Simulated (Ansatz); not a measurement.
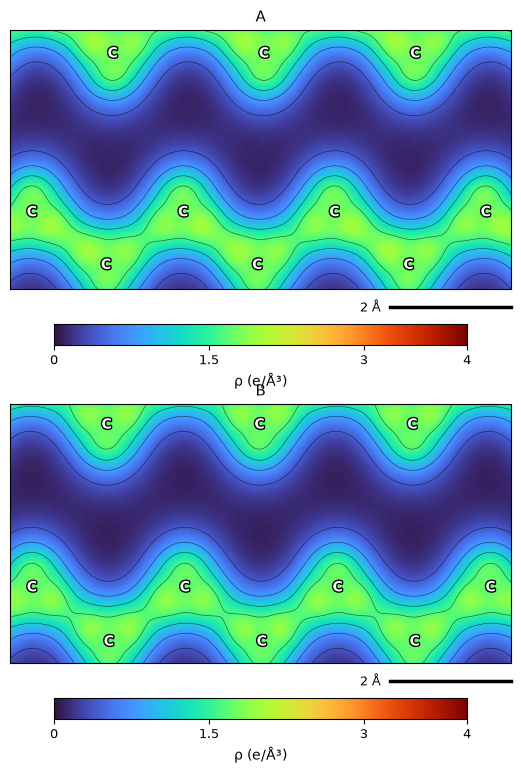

C. The valence pseudo-density of two cells that differ in size and shape, on the (011̄) plane of each (indices in the axes of the calculation cell), at one length scale and on one colour scale; one has 5.3 and the other 5.7 Å³ an atom.

Level of theory: DFT, r2SCAN, plane waves, PAW in Ansatz 0.2.0.

The density is the valence pseudo-density of a PAW calculation; it isn't the true density close to the nuclei.

The larger cell:

```
C
1.0
    -0.01298    1.78495    1.78495
     1.78495   -0.01298    1.78495
     1.78495    1.78495   -0.01298
C
2
Direct
  0.99995 0.99995 0.99995
  0.25005 0.25005 0.25005
```

The smaller cell: a = 2.498 Å, b = 2.498 Å, c = 2.498 Å, α = 58.53°, β = 58.53°, γ = 58.53°.

Q: Which is the denser cell? Describe the effect of the change.

A: Panel A is the smaller cell, by 7 % in volume. From the larger cell to the smaller, C–C goes from 1.54 to 1.50 Å, and the density at its midpoint from 1.7 to 1.8 e/Å³; the pressure goes from −8 to 30 GPa; the Kohn–Sham gap goes from 4.3 eV to 4.4 eV.
